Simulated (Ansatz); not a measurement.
P: several calculations on one system

### Relaxation

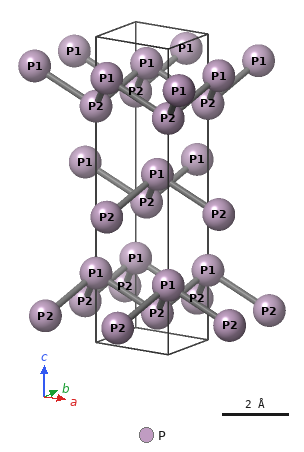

Crystalline P (set up in R-3m), before the relaxation. Style: ball-and-stick. Shown: the conventional cell (3 times the calculation's cell), slightly off an axis. Lengths and directions refer to the drawn axes.

The calculation used DFT PBE+D3(BJ), scalar-relativistic, plane waves, PAW (Ansatz).

Input
```yaml
crystal:
  lattice:
    - [1.725725178, 0.9963478961, 3.1296800121]
    - [-1.725725178, 0.9963478961, 3.1296800121]
    - [0.0, -1.9926957921, 3.1296800121]
  atoms:
    - { symbol: P, position: [0.22708025, 0.22708025, 0.22708025] }
    - { symbol: P, position: [0.77291975, 0.77291975, 0.77291975] }
basis:
  ecutwfc: 420
kpoints:
  mp_grid: { grid: [12, 12, 12] }
hamiltonian:
  xc: pbe
  dispersion: d3bj
scf:
  occupations: { method: gaussian, width: 0.1 }
output:
  forces: true
  stress: true
  eigenvalues: true
  write_density: true
  write_potential: true
  elf: true
  volumetric_format: npy
relax:
  adjacent_minimum: "off"
  f_tol: 0.005
  max_steps: 80
  cell: { stress_tol: 0.05 }
```

Run as
```bash
ansatz run input.yaml --threads 4 --pin off --max-ram 2560MiB --backend cpu --events-out ev --progress --plain --runs-dir out
```

> What does the optimiser find from here?

The largest moves relative to the cell, 0.058 Å, are those of P1 and P2. P1 goes along +c. Cell: a = b 3.451 → 3.428 Å (−0.7 %), c 9.389 → 8.757 Å (−6.7 %). Volume −8.0 %. Near-neighbour distances that change, for instance: P1–P2 2.293 → 2.301 Å. The space group stays R-3m (No. 166). The energy falls by 24.3 meV per atom in 5 accepted moves (6 points after the start). The largest force component goes from 0.28 to 0.0027 eV/Å. Pressure: −2.60 GPa at the start and −0.02 GPa at the end. At 1 point the geometry stayed and the basis and grid were re-selected for the new cell (energy shift of 0.1 meV per atom at most each time).

Step by step:

| step | E − E(0), meV/atom | largest force component, eV/Å | pressure, GPa | volume, Å³/atom | note |
| --- | --- | --- | --- | --- | --- |
| 0 | 0.00 | 0.2775 | -2.60 | 16.144 |  |
| 1 | -15.95 | 0.1484 | -0.85 | 15.433 |  |
| 2 | -23.98 | 0.0099 | 0.40 | 14.721 |  |
| 3 | -24.27 | 0.0405 | -0.41 | 14.906 |  |
| 4 | -24.38 | 0.0187 | 0.17 | 14.841 |  |
| 5 | -24.40 | 0.0028 | 0.00 | 14.850 |  |
| 6 | -24.30 | 0.0027 | -0.02 | 14.850 | same geometry, new basis |

After the run, drawn alike:

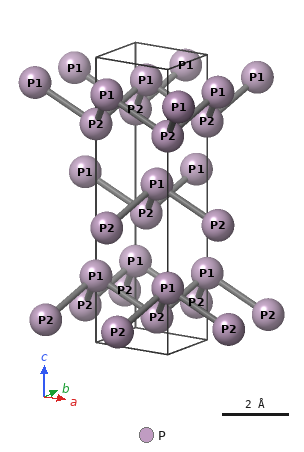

### Relaxation

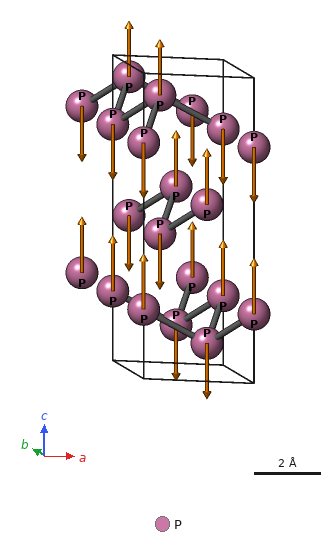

This is a relaxation of crystalline P (set up in R-3m). The starting structure is drawn; orange arrows show the displacements (the part carried along by the change of the cell is left out), magnified 30 times.

A ball-and-stick model of the conventional cell (3 times the calculation's cell), repeated 1 × 2 × 1 with one cell outlined, seen slightly off an axis. Lengths and directions refer to the drawn axes.

The calculation used Ansatz 0.2.0, DFT PBE+D3(BJ), scalar-relativistic, plane waves, PAW; settings changed.

Input file:
```yaml
crystal:
  lattice:
    - [1.725725178, 0.9963478961, 3.1296800121]
    - [-1.725725178, 0.9963478961, 3.1296800121]
    - [0.0, -1.9926957921, 3.1296800121]
  atoms:
    - { symbol: P, position: [0.22708025, 0.22708025, 0.22708025] }
    - { symbol: P, position: [0.77291975, 0.77291975, 0.77291975] }
basis:
  ecutwfc: "450 eV"
  precision: f64
kpoints:
  mp_grid: { grid: [12, 12, 12] }
hamiltonian:
  xc: pbe
  dispersion: d3bj
scf:
  occupations: { method: gaussian, width: 0.1 }
  eigensolver: { kind: davidson }
output:
  forces: true
  eigenvalues: true
  stress: true
relax:
  adjacent_minimum: "off"
  f_tol: 0.005
  max_steps: 80
  cell: { stress_tol: 0.05 }
```

Run as
```bash
ansatz run input.yaml --threads 4 --pin off --max-ram 2560MiB --backend cpu --events-out ev --progress --plain --runs-dir out
```

What did the optimiser do to the structure, and how much energy did it gain?

After 5 accepted moves (6 points after the start) the energy has fallen by 24.3 meV per atom. The largest force component goes from 0.28 to 0.0028 eV/Å. The pressure goes from −2.61 to 0.00 GPa. At 1 point the geometry stayed and the basis and grid were re-selected for the new cell (energy shift of less than 0.05 meV per atom at most each time). The largest moves relative to the cell, 0.058 Å, are those of P1 and P2. P1 goes along +c. The volume changes by −8.0 %, with a = b 3.451 → 3.428 Å (−0.7 %), c 9.389 → 8.755 Å (−6.8 %). Some distances before and after: P1–P2 2.293 → 2.301 Å. The space group stays R-3m (No. 166).

### Vacancy jump

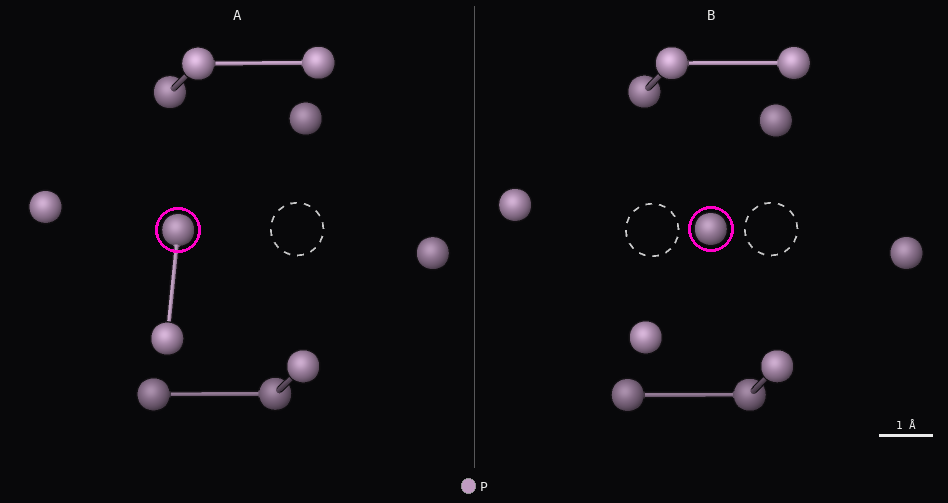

A vacancy jump of phosphorus in P (R-3m phase), in a neutral cell with 31 atoms, whose images lie 8.4 Å apart. One frame is the relaxed vacancy; in the other the neighbouring P atom (ringed) was set half-way along its jump of 2.30 Å and all atoms were relaxed in the symmetry of that start. Dashed circles mark empty sites. The picture is a ball-and-stick view of the slice 3.8 Å thick through the jump, out to 4.0 Å from its middle, seen across the jump.

All numbers below come from DFT PBE+D3(BJ), scalar-relativistic, plane waves, PAW in Ansatz. (plane-wave cutoff 420 eV; k-point mesh 3 × 3 × 3; occupations gaussian; smearing width 0.1 eV; no spin polarisation; atoms relaxed in a fixed cell; force threshold 0.02 eV/Å).

> What does the half-way point cost?

Frame B is the half-way start after relaxation. It lies 0.67 eV above the relaxed vacancy. The atom stays half-way, on the straight line. The symmetry of the start was kept and can hold it there, so for a path with one hump at the middle this is the barrier or an upper bound to it. There it has 6 P as nearest neighbours, the closest at 2.59 Å. Both cells are metallic on the mesh.

Limits of the set-up: the periodic images lie only 8.4 Å apart, so the values are limited by the cell's size.
